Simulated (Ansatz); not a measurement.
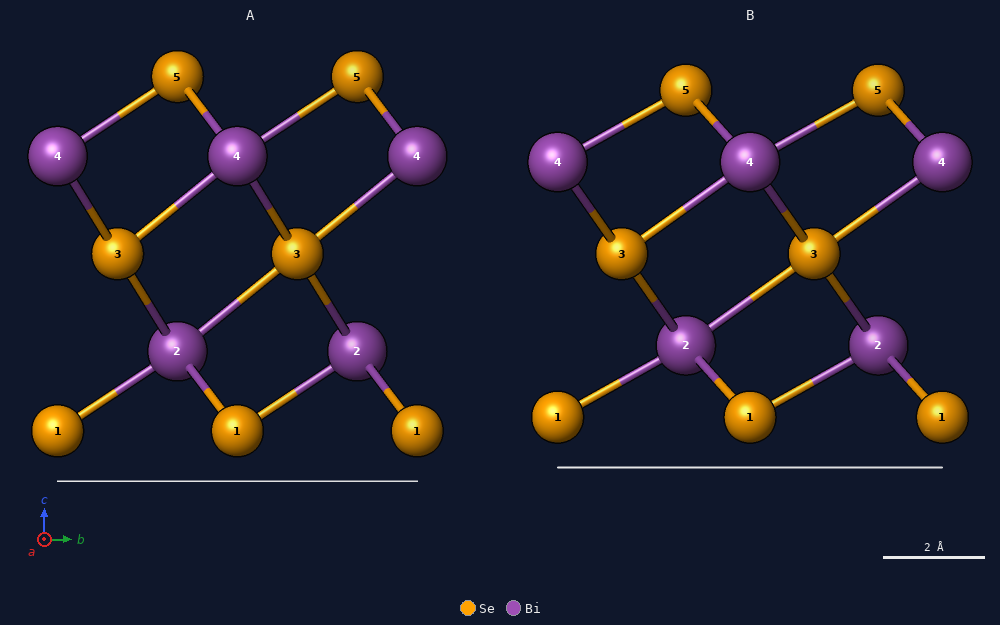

Two geometries of a slab of composition Bi2Se3 (cut from the R-3m phase): one is the relaxed structure, the other was perturbed away from it. Style: ball-and-stick. Shown: the 2 × 2 repeat of the cell, outlined in the plane, without the vacuum, along the a axis.

Method: Ansatz, DFT PBE+D3(BJ), scalar-relativistic, plane waves, PAW. Set-up: plane-wave cutoff 420 eV; k-point mesh 12 × 12 × 1; occupations gaussian; smearing width 0.02 eV; no spin polarisation.

> Which is the distorted one, and what does the distortion cost?

Structure B is the perturbed one. The sheet is strained in its plane (biaxially) by +7.0 %. The atoms are relaxed. In the plane the drawn cell goes a 8.249 → 8.826 Å (+7.0 %), b 8.249 → 8.826 Å (+7.0 %). The largest moves relative to the cell and the layer's centre, 0.27 Å, are those of Se1 and Se5. Se5 goes along the normal (−c). Largest moves by element: Se 0.27 Å, Bi 0.12 Å. Some distances before and after: Bi–Se 2.858 → 2.920 Å, Bi–Se 3.070 → 3.132 Å. The space group stays P-3m1 (No. 164). The energy rises by 67.4 meV per atom.
